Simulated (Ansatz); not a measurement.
**Run report: SnO, band-structure calculation**

- system: SnO (slab, 4 atoms in the cell)
- method: DFT PBE+D3(BJ), scalar-relativistic, plane waves, PAW, no spin polarisation (Ansatz 0.2.0)

The structure derives from an entry of the Crystallography Open Database. It belongs to a series of runs on one base structure; here: field of +0.10 V/A along the normal, atoms held.

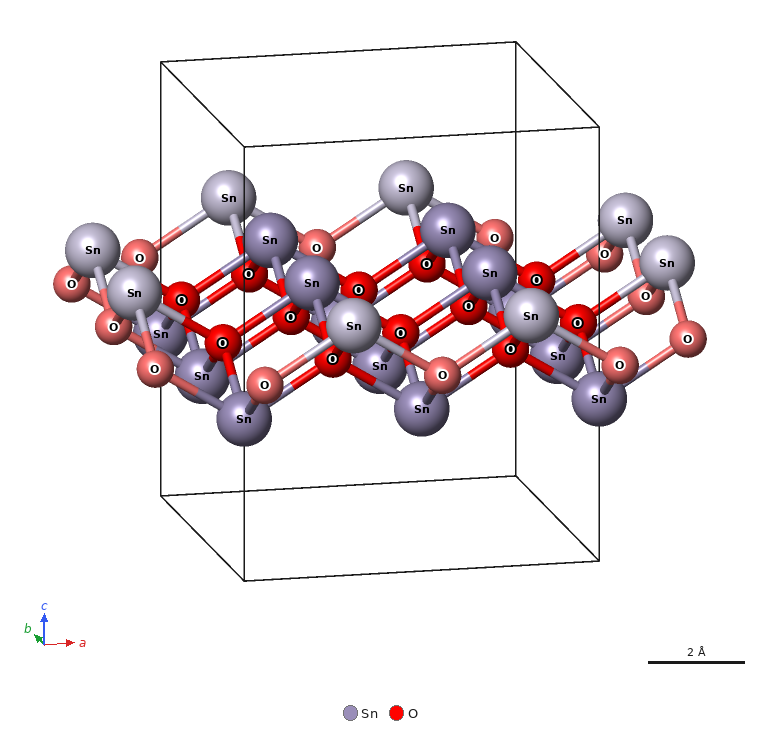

**Figure 1.** The structure as given in the input (ball-and-stick view of the 2 × 2 repeat of the cell, with the vacuum cut short, seen slightly off an axis; neighbours outside the cell are drawn fainter). An atom can appear more than once, as a periodic image. Near neighbours in the periodic cell (some may lie outside the picture): Sn has 4 O at 2.25 Å; O has 4 Sn at 2.25 Å.

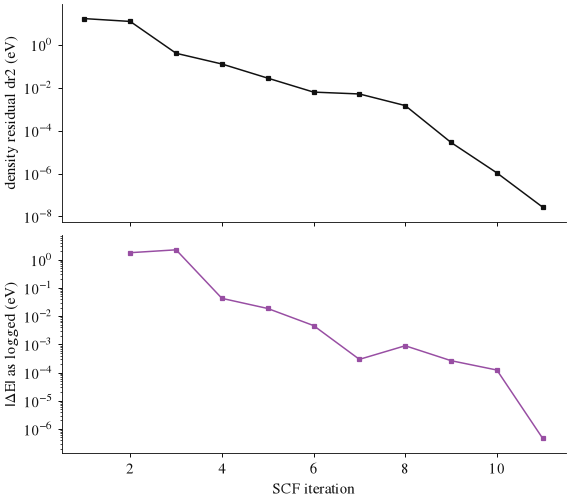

**Figure 2.** Convergence of the self-consistent field: density residual dr2 and size of the energy change against the SCF iteration. The residual falls at every step.

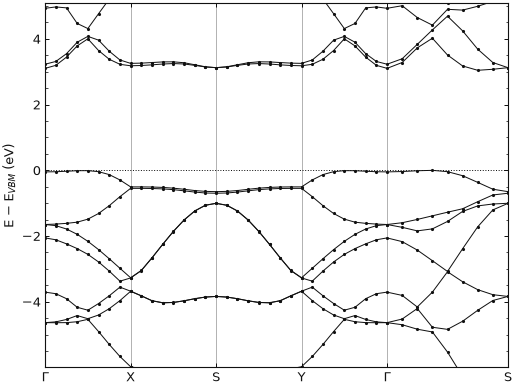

**Figure 3.** Band structure along Γ–X–S–Y–Γ–S, with energies from the valence-band top. There is a gap of 3.04 eV on this path, indirect, from between Γ and S to between Γ and S.

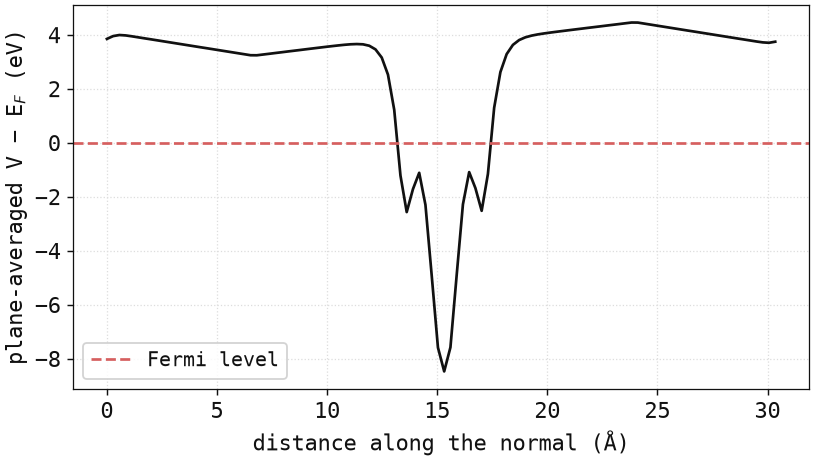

**Figure 4.** Plane average of the electrostatic potential energy of an electron across the cell, from the Fermi level.

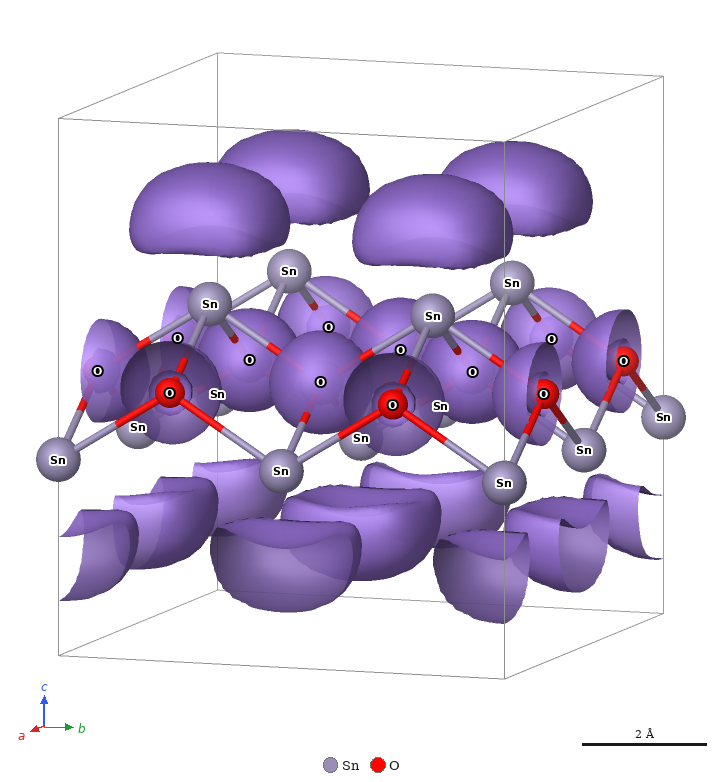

**Figure 5.** Isosurface of the ELF at 0.7 (purple), seen slightly off an axis. Only the valence region is drawn (cores and ρ < 0.01 e/Å³ removed). Sticks mark near contacts. Profiles from the grid: Sn–O (2.25 Å): the ELF is about 0.20 at the midpoint. Core electrons are frozen (PAW), so the fields are smoothed inside the atomic spheres.

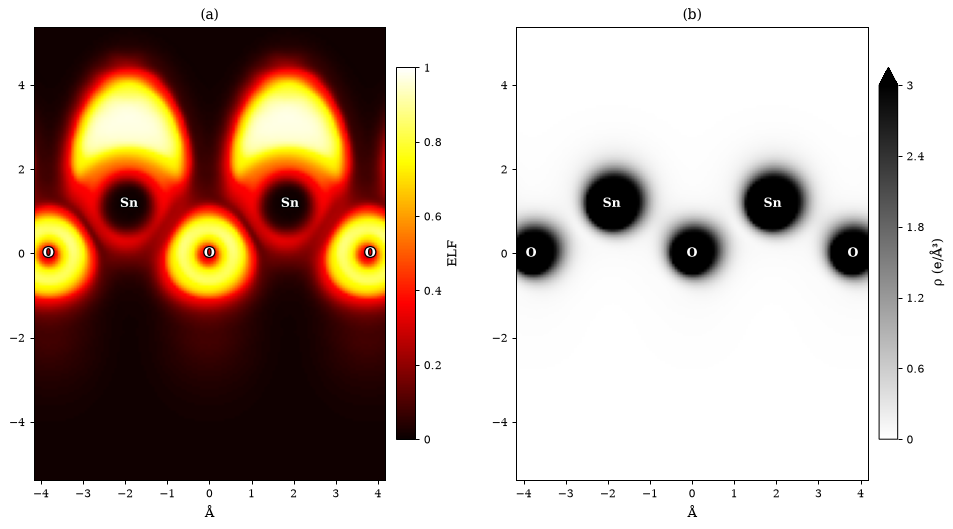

**Figure 6.** (a) electron localisation function; (b) valence pseudo-density on the (100) plane of the calculation cell, a cut from vacuum to vacuum. Sn–O (2.25 Å): ρ is about 0.45 e/Å³ halfway; the ELF is about 0.20 at the midpoint. The density dies away to nearly zero in the vacuum.

The input that produced these results follows, with the program's output.

Input file
```yaml
crystal:
  lattice:
    - [3.8206509064, 5.3887e-06, 0.0]
    - [-5.2282e-06, 3.8206509064, 0.0]
    - [0.0, 0.0, 30.6344298628]
  atoms:
    - { symbol: Sn, position: [0.9998505514, 0.9998505514, 0.4614165619] }
    - { symbol: O, position: [0.9998515524, 0.4998510996, 0.5000006571] }
    - { symbol: O, position: [0.4998510996, 0.9998515524, 0.5000006571] }
    - { symbol: Sn, position: [0.4998494504, 0.4998494504, 0.5385847822] }
  periodic: [true, true, false]
basis:
  ecutwfc: 420
kpoints:
  mp_grid: { grid: [6, 6, 1] }
  band_path:
    path:
      - [0, 0, 0]
      - [0.5, 0, 0]
      - [0.5, 0.5, 0]
      - [0, 0.5, 0]
      - [0, 0, 0]
      - [0.5, 0.5, 0]
    npoints: 8
hamiltonian:
  xc: pbe
  dispersion: d3bj
scf:
  occupations: { method: gaussian, width: 0.02 }
output:
  forces: true
  stress: true
  eigenvalues: true
  write_density: true
  write_potential: true
  elf: true
  volumetric_format: npy
efield:
  axis: 3
  amplitude: 0.1
```

Launch command:
```bash
ansatz run input.yaml --threads 2 --pin off --max-ram 5120MiB --backend cpu --events-out ev --progress --plain --runs-dir out
```

Output
```
Warning: the atoms were moved onto the symmetric positions of the space group found under crystal.symmetry.tolerance 1.0e-5 (fractional; no operation is sought that the atoms, as they stand in a round, miss by more than twice it, and no atom is moved by as much as it), and the run uses the moved positions. Before a round's move an operation carried an atom to 1.31e-5 Å from where it should land, the largest such distance. Atom 3 (counting from 0) moved farthest, by 6.55e-6 Å; the longest move in fractions of the cell, of whichever atom, is 0.17 of the tolerance, in 1 round. To run the atoms as typed, lower crystal.symmetry.tolerance until the operations that they miss are no longer found, or set crystal.symmetry.detect: false (a key that needs symmetry detection or time reversal refuses this as the deck is read). The positions used, in the order of the run's atom list: position: [0.99985066345, 0.99985066345, 0.4614165619]; position: [0.99985066345, 0.49985066345, 0.5000006571]; position: [0.49985066345, 0.99985066345, 0.5000006571]; position: [0.49985066345, 0.49985066345, 0.5385847822]; The lattice was moved too: crystal.lattice misses the space group found at crystal.symmetry.tolerance 1.0e-5 in a digit that the deck types, which is why this is a warning: making the lattice exact moves one of its numbers by a whole unit of that number's last typed decimal, or more. The operation that it misses by the most changes a squared length by the fraction 8.40e-8. The run uses the lattice that is a stretch of the typed one, with no rotation, onto the one that keeps every operation to a double's rounding (on a very oblique basis the stretch itself rounds by more); the deck's lattice vector that moved farthest moved by 8.03e-8 Å. To run the lattice as typed, set crystal.symmetry.detect: false, as for the atoms. crystal.lattice made exact, in Å and degrees: [[3.820650906400001, 5.308450000000002e-6, 0.0], [-5.308450000000001e-6, 3.820650906400001, 0.0], [0.0, 0.0, 30.6344298628]]. Pasted over the deck's crystal.lattice, beside positions in fractional coordinates, it runs the same cell (given as lengths and angles, that cell in the form's own orientation, a rigid turn of the misfit's size from the one run here, for which a checkpoint.post_process_only pass over this run's state can be refused: where this run relaxes nothing, give such a pass this deck's own crystal.lattice, as typed; behind a relaxation, as crystal.lattice, the state's own cell, identity.cell in its checkpoint.json), and a matrix so pasted ends this notice, except on a very skew basis of the lattice, where the rounding of the pasted numbers themselves can read as a misfit: the cell is then moved again, and that move is told again. The lattice as run is in this notice's lattice.as_run_ang field (Run.prep()["deck_notices"] in Python, the deck_notice line of an events file, deck_notices of ansatz run --dry-run=json, or deck_notices in record.json in the deck's checkpoint.write directory).
Engine: ansatz 0.2.0, x86_64-unknown-linux-gnu
Pseudopotentials: kind: paw
Pseudopotential: Sn, paw, valence charge 14, recommended cutoff 420 eV (normal), Sn.paw.azcp
Pseudopotential: O, paw, valence charge 6, recommended cutoff 420 eV (normal), O.paw.azcp
Functional definition: PBE
  parameter kappa = 0.804
  parameter beta = 0.06672455060314922
  exchange = pbe_x(kappa = kappa, mu = beta*pi^2/3)
  correlation = pbe_c(beta = beta)
Crystal: 4 atoms, lattice volume = 447.182 Å³
Basis set: ecut = 420 eV, 8703 PW (Γ), exchange–correlation on 54×54×432 points (8 copies of the dense FFT grid, shifted against one another)
Bands: 24, of which v1, the nominal top of the filled ones, is band 20 counted from 1 (19 counted from 0)
Symmetry: 8 space group operations
k-points: 10 of 36
Non-local potential: Sn, projectors of the file, l = 0: 2, l = 1: 2, l = 2: 2, l = 3: 2
Non-local potential: O, projectors of the file, l = 0: 2, l = 1: 2, l = 2: 1
PAW form: soft (Blöchl's): semilocal exchange-correlation on the pseudo side does not see the compensation charge
PAW one-centre angular grid: Sn, 590 points (default); XC on 64 Gauss nodes
PAW one-centre angular grid: O, 110 points (default); XC on 64 Gauss nodes
Initial density: superposition of atomic densities (neutral atoms: chi_scale 0, normalization atom, screened)
Initial wavefunctions: pseudopotential atomic-orbital guess
Functional: x = pbe(κ = 0.804, μ = 0.2195149727645171), c = pbe(β = 0.06672455060314922)
SCF iter   1: F=—  HF=-13187.912979 eV  |F-HF|=—  |Δ(HF+E_count)|=         —  Δρ=5.47e-2  dr2=1.64e1  ethr=3.10e-3  p=0.041 e·Å  V_vac-E_F(+/−)=6.18/5.02 eV  ⟨swp⟩=10.8  Hψ=1490  notcnv=0
efield: sawtooth ramp at fractional position 0.7826 (placed from the atoms, in the widest stretch of the axis that holds none; the zero of the levels goes with the place), width 0.4347; the density the first Hamiltonian is built on has a dipole p = 0.041 e·Å; `efield.dipole_correction` is off, so that where the cell repeats along the axis the dipole's images put a field D = 1.66e-2 V/Å through it; the planar-averaged density in the ramp window peaks in size at 1.5e-6 e/Å³
preconditioner: auto → Resta (q_TF=auto, 1.825 Å⁻¹)  ε∞=1.4  [insulator: Δε(μ)=3.773 eV  Ē_g=18.176 eV  σ=0.020 eV  W_gap=1.00  n_scr=44 (ndim 8)  ℏωp=11.1 eV  f_vac=0.772  D(μ)=0.00/eV (n_scr^D=0)  ε∞_Penn≈1.4  vacuum switching on, ρ_ref=2.4e-2 e/Å³]
SCF iter   2: F=—  HF=-13186.132565 eV  |F-HF|=—  |Δ(HF+E_count)|=    1.78e0  Δρ=5.30e-2  dr2=1.21e1  ethr=3.10e-3  p=0.033 e·Å  V_vac-E_F(+/−)=3.00/1.75 eV  ⟨swp⟩=6.2  Hψ=829  notcnv=0
SCF iter   3: F=—  HF=-13183.880987 eV  |F-HF|=—  |Δ(HF+E_count)|=    2.25e0  Δρ=9.05e-3  dr2=3.98e-1  ethr=3.10e-3  p=0.044 e·Å  V_vac-E_F(+/−)=4.74/3.62 eV  ⟨swp⟩=4.9  Hψ=734  notcnv=0
SCF iter   4: F=—  HF=-13183.838150 eV  |F-HF|=—  |Δ(HF+E_count)|=   4.28e-2  Δρ=3.86e-3  dr2=1.26e-1  ethr=9.94e-4  p=0.022 e·Å  V_vac-E_F(+/−)=4.27/2.88 eV  ⟨swp⟩=3.6  Hψ=469  notcnv=0
SCF iter   5: F=—  HF=-13183.819450 eV  |F-HF|=—  |Δ(HF+E_count)|=   1.87e-2  Δρ=1.64e-3  dr2=2.77e-2  ethr=3.14e-4  p=0.050 e·Å  V_vac-E_F(+/−)=4.22/3.17 eV  ⟨swp⟩=3.9  Hψ=427  notcnv=0
SCF iter   6: F=—  HF=-13183.814806 eV  |F-HF|=—  |Δ(HF+E_count)|=   4.64e-3  Δρ=8.75e-4  dr2=6.19e-3  ethr=6.93e-5  p=0.038 e·Å  V_vac-E_F(+/−)=4.35/3.16 eV  ⟨swp⟩=3.9  Hψ=428  notcnv=0
SCF iter   7: F=—  HF=-13183.814512 eV  |F-HF|=—  |Δ(HF+E_count)|=   2.94e-4  Δρ=7.97e-4  dr2=5.07e-3  ethr=1.55e-5  p=0.041 e·Å  V_vac-E_F(+/−)=4.45/3.29 eV  ⟨swp⟩=3.9  Hψ=568  notcnv=0
SCF iter   8: F=—  HF=-13183.813618 eV  |F-HF|=—  |Δ(HF+E_count)|=   8.93e-4  Δρ=4.33e-4  dr2=1.46e-3  ethr=1.27e-5  p=0.040 e·Å  V_vac-E_F(+/−)=4.43/3.26 eV  ⟨swp⟩=1.6  Hψ=266  notcnv=0
SCF iter   9: F=—  HF=-13183.813355 eV  |F-HF|=—  |Δ(HF+E_count)|=   2.64e-4  Δρ=5.33e-5  dr2=2.79e-5  ethr=3.64e-6  p=0.039 e·Å  V_vac-E_F(+/−)=4.42/3.24 eV  ⟨swp⟩=2.4  Hψ=342  notcnv=0
SCF iter  10: F=—  HF=-13183.813232 eV  |F-HF|=—  |Δ(HF+E_count)|=   1.23e-4  Δρ=1.56e-5  dr2=1.07e-6  ethr=6.97e-8  p=0.039 e·Å  V_vac-E_F(+/−)=4.41/3.23 eV  ⟨swp⟩=3.7  Hψ=570  notcnv=0
SCF iter  11: F=-13183.813231 eV  HF=-13183.813231 eV  |F-HF|=1.35e-8  |Δ(HF+E_count)|=   4.63e-7  Δρ=2.68e-6  dr2=2.70e-8  ethr=2.50e-10  p=0.039 e·Å  V_vac-E_F(+/−)=4.41/3.23 eV  ⟨swp⟩=16.1  Hψ=2791  notcnv=0
SCF 1 converged in 11 iterations: F = -13183.813231 eV  dr2 = 2.70e-8
  greatest PAW one-centre occupation: 0.993 electrons in one spin orbital (limit 2), on the Sn atom at site 3 (counted from 0), in its partial waves of l = 2
NSCF: frozen V_eff on 41 k-points
efield: sawtooth ramp at fractional position 0.7826 (kept from the solve that this one continues, or follows in the run), width 0.4347; the density the first Hamiltonian is built on has a dipole p = 0.039 e·Å; `efield.dipole_correction` is off, so that where the cell repeats along the axis the dipole's images put a field D = 1.59e-2 V/Å through it; the planar-averaged density in the ramp window peaks in size at 1.8e-6 e/Å³
WARN: The output density's exchange-correlation potential varies sharply where the density is thin. Do not read a vacuum level from v_tot or v_xc, or from such a field of the output density. On a cell that repeats whose density bears no net charge and no dipole along the vacuum's axis use v_es (v_loc + v_h of the components); under efield.dipole_correction with no amplitude use v_es + v_field, which holds any external_charges[].barrier, or the levels of the report's work_function block, which leave it out; under a non-zero efield.amplitude the vacuum is tilted and has no level; on a cell that repeats and bears such a dipole with no correction it is tilted too, and efield.dipole_correction with no amplitude gives each side of its ramp a level where efield: is served; in a cell that repeats whose density bears a net charge (total_charge, or a fill off its count) it is curved and has none; of a slab under crystal.periodic whose density bears no net charge use v_es, which has a level on each side, short of where the two are joined; of another it falls or rises all the way out and has none; of a slab beside external_charges read slab_vacuum_level instead, which it has where they leave it neutral. The grid or the basis barely resolves most such structure, and the values can differ between equally converged runs; as a rule a tighter scf.convergence.dr2_threshold does not remove it. Where the density itself ripples (under the LDA too) a higher basis.ecutwfc lessens it. The files hold the spikes' plane waves up to the density's cutoff. Files: v_tot_of_output_density and the like, and their columns of v_z.tsv (output.write_potential); v_xc_of_output_density and the like, and their columns of v_comp_z.tsv (output.write_potential_components). Measured: with its Gaussian average of σ = 0.25 Å subtracted twice, the exchange-correlation potential is over 0.1 eV at 7 of the grid points where the equally averaged density (valence and model cores) is under 1e-3 e/Å³, and 0.254 eV at the most among them, at an averaged density of 4.3e-8 e/Å³. The input density's (outcome.potential() and, of a run that writes arrays, v_tot and v_xc) is over 0.1 eV, so measured, at 5 points of its own thin density, 0.127 eV at the most. See output.write_potential in the manual, Limitations
SCF converged after 11 iterations
Free energy (F): -13183.813231 eV
Harris-Foulkes:  -13183.813231 eV  (|F-HF|=1.35e-8)
Internal energy: -13183.813231 eV  (E = F + TS)
E sigma→0 (E₀):  -13183.813231 eV
Fermi energy:    -3.852811 eV
Dipole field:    D = 0.015915 V/Å  (p = 0.039331 e·Å, saw-weighted)
Work function:   not extracted (applied field tilts the vacuum); planar V_es + V_field profile in the machine report
Levels:          The Fermi level and band energies are counted from a zero that moves with the ramp; work functions are not
--- Per-component energies (eV) ---
  E_band       = -741.622697
  E_kinetic    = 722.273278
  E_local      = -66106.027193  (includes V_loc(G=0)·N_el)
  E_nonlocal   = 31.720112
  E_hartree    = 32884.868511
  E_xc         = -912.396365
  E_vxc        = -379.580492  (∫ρ·V_xc dr)
  E_paw        = -8587.536768  (= ΣΔE_a)
  E_vpaw       = -779.733609  (= ΣTr[D̂ρ^β])
  E_aug_tail   = 0.004806  (compensation charges beyond the density's cutoff)
  E_efield     = -0.003933  (sawtooth field / dipole correction)
  E_vefield    = -0.003934  (∫n·V_field dr)
  E_ewald      = 28783.832582
  E_disp       = -0.548262  (pairwise vdW)
  E_smearing   = -0.000000  (= −TS)
  E_closure    = -0.000000  (closes the sum)
  Σ components = -13183.813231   (vs F -13183.813231, Δ=0.00e0)
--- Forces (eV/Å), atoms counted from 1 ---
  atom   1  Sn     0.00000000     0.00000000     0.04202398
  atom   2  O      0.00000000     0.00000000    -0.04265602
  atom   3  O     -0.00000000    -0.00000000    -0.04265602
  atom   4  Sn     0.00000000     0.00000000     0.04323172
  max |Σ_I F_I| component: 5.63e-5 eV/Å
--- 2D stress c σ (N/m, compression-positive) ---
       -0.000812       0.000000       0.000000
       -0.000000      -0.000812      -0.000000
        0.000000       0.000000       0.000000
  P = ½ c Tr σ = -0.0008 N/m
--- Band table (eV; the first three rows and the last of 10) ---
  k-point 0: bands = ["-25.9807", "-25.6207", "-25.5815", "-25.5815", "-25.5773", "-25.5397", "-25.5270", "-25.4920", "-25.4916", "-25.4916", "-24.0426", "-21.5465", "-12.2902", "-10.0400", "-10.0400", "-9.1108", "-7.4610", "-7.0531", "-7.0531", "-5.4521", "-2.3006", "-2.1753", "-0.4725", "0.1825"]
  k-point 1: bands = ["-25.9680", "-25.6298", "-25.5872", "-25.5856", "-25.5787", "-25.5599", "-25.5297", "-25.5253", "-25.4923", "-25.4783", "-23.8261", "-21.6763", "-12.2220", "-10.0249", "-9.8683", "-9.4735", "-7.7360", "-7.2919", "-6.9978", "-5.4206", "-1.7352", "-1.6314", "-0.7722", "-0.1449"]
  k-point 2: bands = ["-25.9327", "-25.7543", "-25.5969", "-25.5839", "-25.5719", "-25.5702", "-25.5192", "-25.5122", "-25.4957", "-25.4702", "-23.2997", "-22.0639", "-11.9727", "-10.4428", "-9.7497", "-9.3829", "-8.2808", "-7.9072", "-6.6449", "-5.4672", "-1.8581", "-1.5498", "-0.4859", "-0.0779"]
  k-point 9: bands = ["-25.9139", "-25.9139", "-25.6070", "-25.5713", "-25.5704", "-25.5320", "-25.4904", "-25.4883", "-25.4883", "-25.4549", "-22.4044", "-22.4044", "-12.8592", "-12.8455", "-9.2415", "-9.2415", "-6.4102", "-6.4068", "-6.1023", "-6.0530", "-2.2794", "-2.2794", "-0.1699", "-0.1699"]
```

Summary

- outcome: converged
- electrons treated: 40
- free energy: −13183.8132 eV
- Fermi energy: −3.853 eV
- gap on the k-point mesh: 3.10 eV
- gap on the band path: 3.04 eV
- largest force (length of the vector): 0.043 eV/Å
- hardware: 2 threads of AMD EPYC (Zen 5), 32 GiB of memory available, shared host
- wall time: 5.4 s (CPU time 10 s)
- peak memory: 0.7 GiB

Remarks

The program warns: the structure was made exactly symmetric; the exchange-correlation potential is rough where the density is thin.
